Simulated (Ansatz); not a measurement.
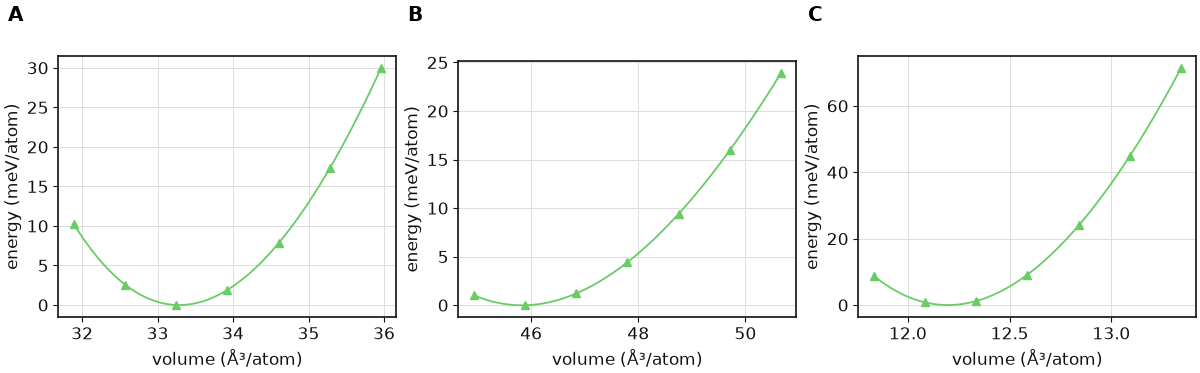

Each panel shows the energy against volume for one of these solids: CsSnI₃, Pm-3m (No. 221); HfC, P6_3/mmc (No. 194); Te, P3_121 (No. 152).

Computed with Ansatz 0.2.0: all-electron LAPW DFT, no spin polarisation; energies at scaled volumes of the given cell, shape and fractions fixed, counted from the fit's minimum, third-order Birch-Murnaghan fit. Level: PBEsol.

Question: Match the panels to the solids.

Answer: A is Te (energy from 0.01 meV/atom to 29.97 meV/atom, V0 33.28 Å³/atom, B0 51.7 GPa); B is CsSnI₃ (energy from 0.01 meV/atom to 23.90 meV/atom, V0 45.83 Å³/atom, B0 18.2 GPa); C is HfC (energy from 0.81 meV/atom to 71.40 meV/atom, V0 12.2 Å³/atom, B0 247 GPa).

For HfC, limits of the calculation: shape and atomic fractions are frozen while scaling, which makes layered, chain and framework solids too stiff.

For Te, limits of the calculation: shape and atomic fractions are frozen while scaling, which makes layered, chain and framework solids too stiff.
